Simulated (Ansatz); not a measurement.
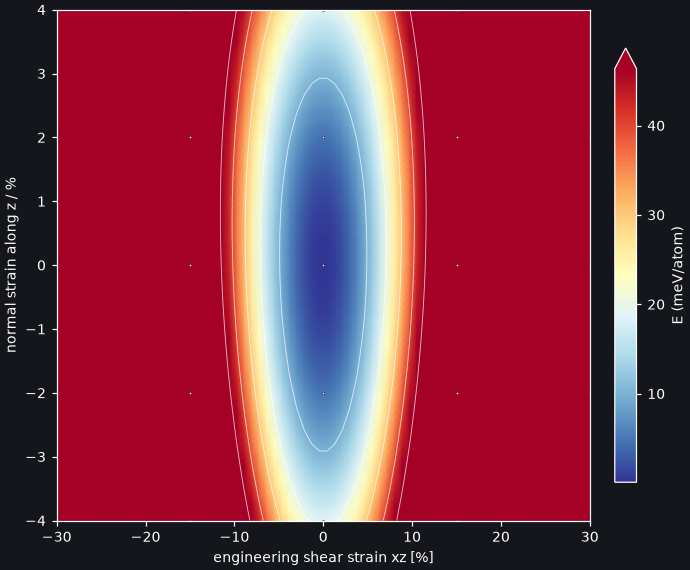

AlN (P6_3mc, No. 186; 4 atoms in the cell). The energy is mapped over two homogeneous strains (x along [1 0 0], y along [1 2 0], z along [0 0 1] of the conventional cell). The first coordinate is: engineering shear strain xz; the second: normal strain along z. Relaxed at each point: the atoms inside the fixed cell. Grid: 5 × 5 points; 15 points were computed and 10 follow by symmetry. Points are written as (first, second). Energies are in meV/atom, from the lowest grid point. These are results of DFT PBE, scalar-relativistic, plane waves, PAW (Ansatz), not measurements. Settings: cutoff 520 eV, k-mesh 9×9×6 in the order of the run's cell vectors, gaussian smearing 0.05 eV, no spin polarisation.

In the figure: a smooth colour map with a few white contour lines, dots at the grid points, one colour for all values above the top of the scale. Between grid points the surface is interpolated.

Q: Where is the minimum, and how stiff is the crystal against these two strains (in GPa)?

A: The interpolated minimum is at 0.0 % and 0.0 %. Divided by the cell volume of 42.6 Å³, the second derivatives of the energy there are about 114 GPa along the first strain and 350 GPa along the second, with a cross term of about 0 GPa (relaxed ions). Round the minimum the two coordinates are nearly uncoupled.

PAW datasets: the set soft_1.
